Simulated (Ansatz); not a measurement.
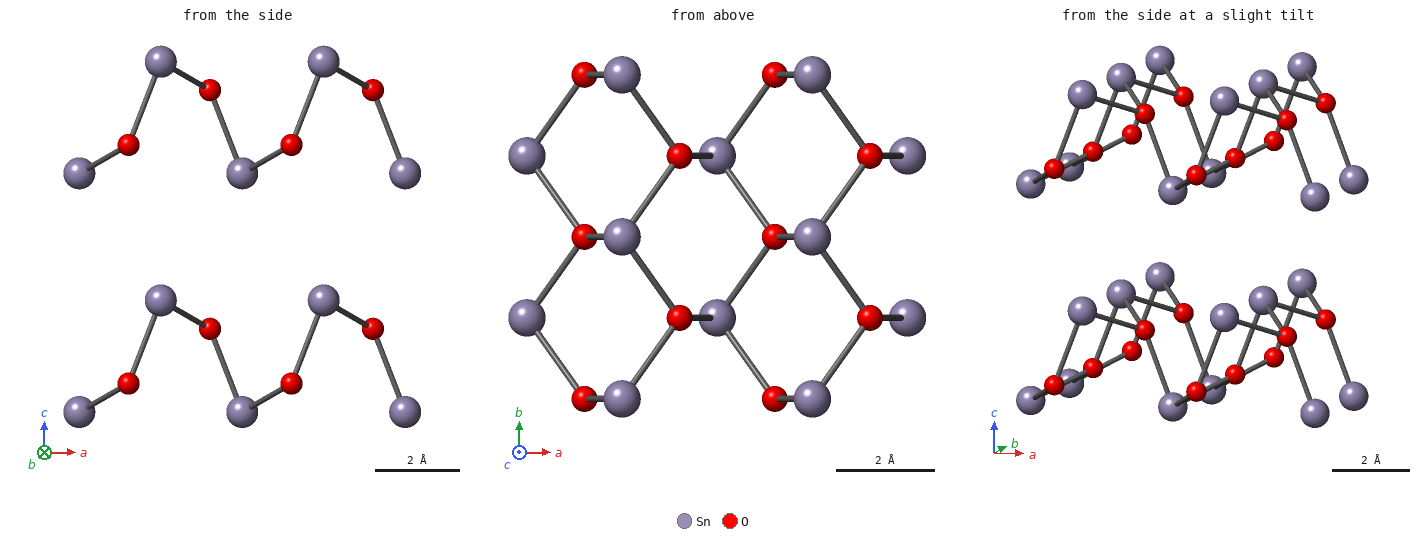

A ball-and-stick picture of a periodic slab, seen from the side, from above and from the side at a slight tilt. The surface normal points up in side views; the vacuum is left out. 2×2 cells are drawn in the plane, with atoms at the edges repeated.

The cell holds 4 Sn, 4 O.

Give the termination of both faces.

Answer. The top face ends in Sn, the bottom face in Sn. The two faces are alike.

How far does the slab extend along the normal?

Answer. About 8 Å from the lowest to the highest atom.

What is the stacking of atomic planes, top to bottom?

Answer. Eight planes: Sn / O / O / Sn / Sn / O / O / Sn.

The cell started as a structure listed in the Materials Project. The cell was then strained or its atoms displaced on purpose. An electronic-structure calculation with Ansatz was run on it.
